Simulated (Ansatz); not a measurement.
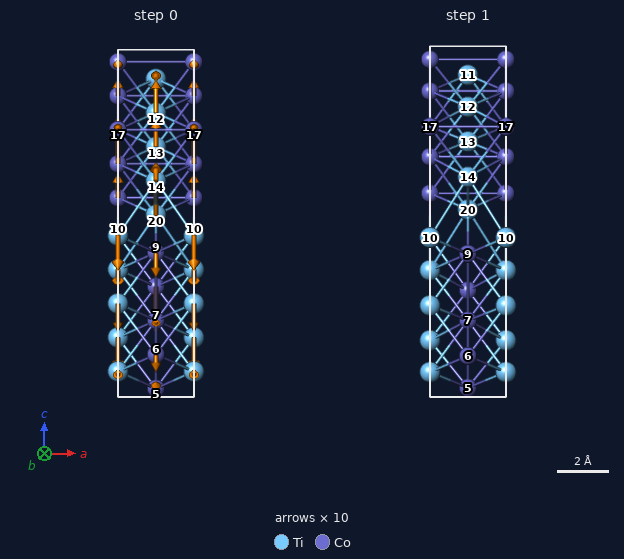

The structure of an interface cell of composition TiCo before (left) and after (right) a relaxation, at one scale. The orange arrows give the displacements (the part carried along by the change of the cell is left out), 10 times their true length.

Style: ball-and-stick. Shown: the cell of the calculation, along the b axis.

Case: symmetric tilt boundary Sigma 5 (2 1 0), mirror between planes, shift [0.5, 0.5].

Method: DFT PBE, scalar-relativistic, plane waves, PAW (Ansatz).

Input
```yaml
crystal:
  lattice:
    - [2.9855872902, 0.0, 0.0]
    - [0.0, 6.6759761336, 0.0]
    - [0.0, 0.0, 13.6519522673]
  atoms:
    - { symbol: Ti, position: [0.0, 0.4, 0.0733518841] }
    - { symbol: Ti, position: [0.0, 0.8, 0.1711543962] }
    - { symbol: Ti, position: [0.0, 0.2, 0.2689569083] }
    - { symbol: Ti, position: [0.0, 0.6, 0.3667594204] }
    - { symbol: Co, position: [0.5, 0.7, 0.024450628], spin: 1.09 }
    - { symbol: Co, position: [0.5, 0.1, 0.1222531401], spin: 1.09 }
    - { symbol: Co, position: [0.5, 0.5, 0.2200556522], spin: 1.09 }
    - { symbol: Co, position: [0.5, 0.9, 0.3178581643], spin: 1.09 }
    - { symbol: Co, position: [0.5, 0.3, 0.4156606764], spin: 1.09 }
    - { symbol: Ti, position: [0.0, 1.0, 0.4645619324] }
    - { symbol: Ti, position: [0.5, 0.9, 0.9156606764] }
    - { symbol: Ti, position: [0.5, 0.3, 0.8178581643] }
    - { symbol: Ti, position: [0.5, 0.7, 0.7200556522] }
    - { symbol: Ti, position: [0.5, 0.1, 0.6222531401] }
    - { symbol: Co, position: [0.0, 0.2, 0.9645619324], spin: 1.09 }
    - { symbol: Co, position: [0.0, 0.6, 0.8667594204], spin: 1.09 }
    - { symbol: Co, position: [0.0, 0.0, 0.7689569083], spin: 1.09 }
    - { symbol: Co, position: [0.0, 0.4, 0.6711543962], spin: 1.09 }
    - { symbol: Co, position: [0.0, 0.8, 0.5733518841], spin: 1.09 }
    - { symbol: Ti, position: [0.5, 0.5, 0.524450628] }
basis:
  ecutwfc: 420
kpoints:
  mp_grid: { grid: [12, 6, 3] }
hamiltonian:
  xc: pbe
scf:
  occupations: { method: gaussian, width: 0.1 }
  lower_state_search: "off"
output:
  forces: true
  stress: true
  eigenvalues: true
  populations: true
  write_density: true
  write_potential: true
  elf: true
  volumetric_format: npy
magnetization:
  spin_polarized: true
relax:
  adjacent_minimum: "off"
  f_tol: 0.02
  max_steps: 60
  cell: { fix: [a, b, alpha, beta, gamma], stress_tol: 0.1 }
```

Run as
```bash
ansatz run input.yaml --threads 4 --pin off --max-ram 11264MiB --backend cpu --events-out ev --progress --plain --runs-dir out
```

Q: Describe what moved and what it gained.

A: The run was cut off at its time limit before the relaxation converged, so the last structure is only a point on the way. The largest moves relative to the cell, 0.19 Å, are those of Co8 and Co18. Co18 goes along +c. Largest moves by element: Co 0.19 Å, Ti 0.17 Å. The volume changes by +1.0 %, with a unchanged at 2.986 Å, b unchanged at 6.676 Å, c 13.652 → 13.783 Å (+1.0 %). Near-neighbour distances that change, for instance: Ti10–Ti14 2.703 → 2.930 Å, Ti14–Ti20 2.986 → 2.827 Å, Co9–Ti20 1.997 → 2.144 Å, Co17–Co18 2.986 → 2.891 Å. Over 1 geometry step the energy falls by 1.394 eV per cell of the calculation. Largest force component: 2.7 eV/Å at the start, 1.2 eV/Å at the end. The pressure goes from 2.27 to −0.62 GPa. The run took 14 min on 4 threads of Intel(R) Xeon(R) 6975P-C (Granite Rapids) (shared host), peak memory 4.3 GiB.
